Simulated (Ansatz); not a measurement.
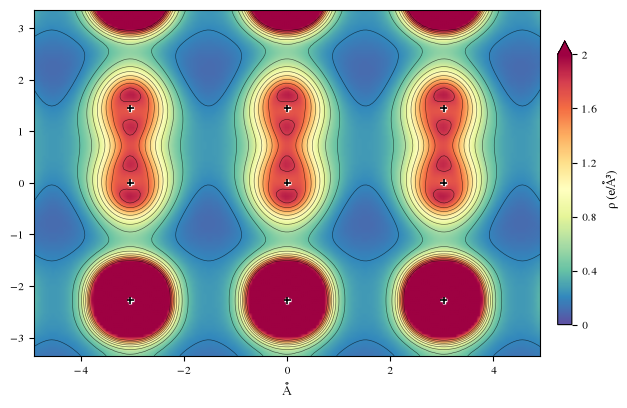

The valence pseudo-density on a plane through atoms (crosses mark nuclei in the plane).

All numbers below come from DFT PBE, scalar-relativistic, plane waves, PAW (Ansatz).

Candidates:
A. WC2, a = 3.04 Å, b = 3.04 Å, c = 6.01 Å, α = 90.00°, β = 90.00°, γ = 90.00°. Space group I4/mmm.
B. PbSe, a = 6.22 Å, b = 6.22 Å, c = 6.22 Å, α = 90.00°, β = 90.00°, γ = 90.00°. Space group Fm-3m.
C. Si2W, a = 3.23 Å, b = 3.23 Å, c = 7.87 Å, α = 90.00°, β = 90.00°, γ = 90.00°. Space group I4/mmm.

Q: Which candidate gave the map?

A: Candidate A: WC2 on the (100) plane of the conventional cell, which holds C and W. C–C (1.45 Å): ρ at the midpoint is about 1.7 e/Å³. W–C (2.28 Å): the density is about 0.53 e/Å³ at the midpoint.
